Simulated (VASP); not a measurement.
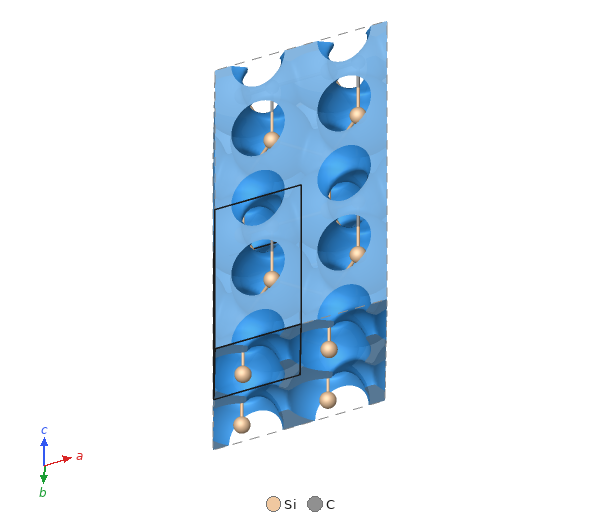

The blue surface encloses the points that the centre of a probe sphere of radius 0.20 Å can occupy in SiC (P6_3mc), computed on a grid of about 0.13 Å (2×2×2 cells shown, view from a free direction; pale faces close the region where the box cuts it).

The atoms' radii are covalent radii (Cordero): Si 1.11 Å, C 0.76 Å.

Origin of the cell: an entry of the Crystallography Open Database, as set up for an electronic-structure calculation.

```
CELL_PARAMETERS angstrom
3.07600 0.00000 0.00000
-1.53800 2.66389 0.00000
0.00000 0.00000 5.04800
ATOMIC_POSITIONS crystal
Si 0.66667 0.33333 0.50000
Si 0.33333 0.66667 0.00000
C 0.66667 0.33333 0.88500
C 0.33333 0.66667 0.38500
```

Q: Is the space open to the probe made of pockets or channels?

A: Where they connect, they form a three-dimensional network.

Q: What share of the cell can the probe's centre reach?

A: About 41 % of the volume (17 Å³ of 41.4 Å³).

Q: Give the largest included and the largest free sphere.

A: The largest sphere that fits anywhere has a diameter of 2.14 Å; the largest that can travel through the crystal, about 1.3 Å.

Q: How does the connectivity change as the probe shrinks?

A: Below a radius of about 0.67 Å the space forms one-dimensional channels along [001]. Below a radius of about 0.63 Å the space forms a three-dimensional network. These are grid estimates, good to about 0.05 Å.
